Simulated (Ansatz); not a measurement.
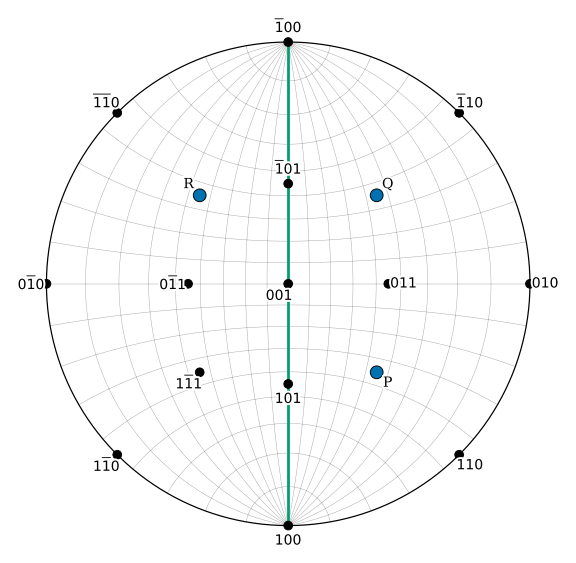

For BN, the end point of a relaxation with Ansatz, DFT r2SCAN, scalar-relativistic, plane waves, PAW: stereographic projection of plane normals (upper hemisphere) centred on (0 0 1). Geometry calculated from the standardised cell; symmetry tolerance 0.002 Å.

a = 3.610 Å, b = 3.610 Å, c = 3.610 Å, α = 90.00°, β = 90.00°, γ = 90.00°.

Question: Index the poles marked P, Q, R.

Answer: P is (1 1 1), 54.7° from the centre; Q is (−1 1 1), 54.7° from the centre; R is (−1 −1 1), 54.7° from the centre.

Question: Which zone does the coloured great circle trace?

Answer: The zone [0 1 0]: its poles satisfy k = 0.

Question: What is the angle between the normals of (0 1 1) and (−1 −1 1), and what are their d_hkl = 1/|g|?

Answer: 90.0°; d = 2.552 Å and 2.084 Å.
